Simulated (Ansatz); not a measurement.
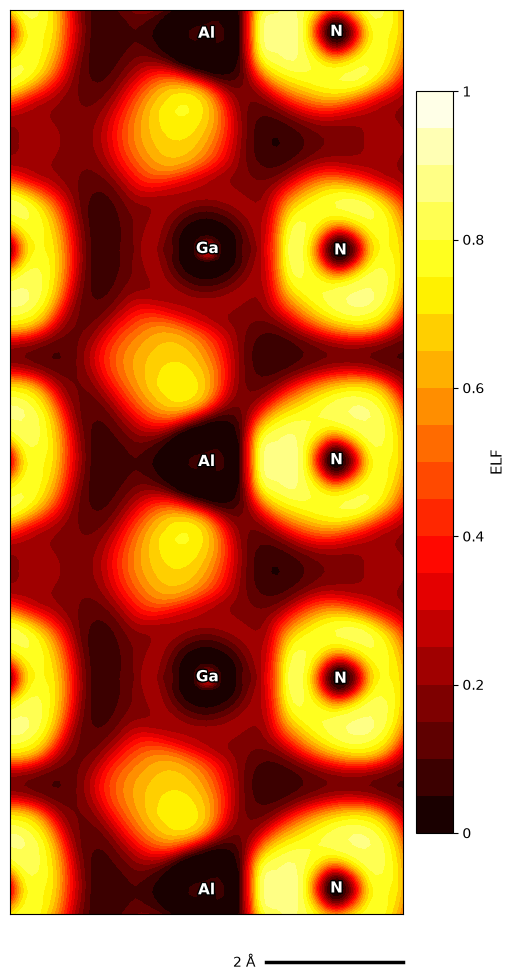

Figure. Al₃GaN₄. Electron localisation function on the (110) plane of the conventional cell.

Space group Cmc2₁; a generated structure, not necessarily the stable one.

Computed with DFT PBEsol, scalar-relativistic, plane waves, PAW in Ansatz.

In a PAW calculation such maps are meaningful between the atoms, not at the nuclei.

What do the fields say about this system?

Answer. Atoms in the plane: Al, Ga and N. Atoms just off the plane (Al, 0.9 Å away, Ga, 0.9 Å away and N, 0.9 Å away) can leave unmarked features too. Al–N (1.90 Å): the ELF peaks at about 0.90 in the valence shell of N, 0.7 Å from its nucleus, and is about 0.90 at the midpoint. Ga–N (1.95 Å): the ELF peaks at about 0.85 in the valence shell of N, 0.7 Å from its nucleus, and is about 0.45 at the midpoint.
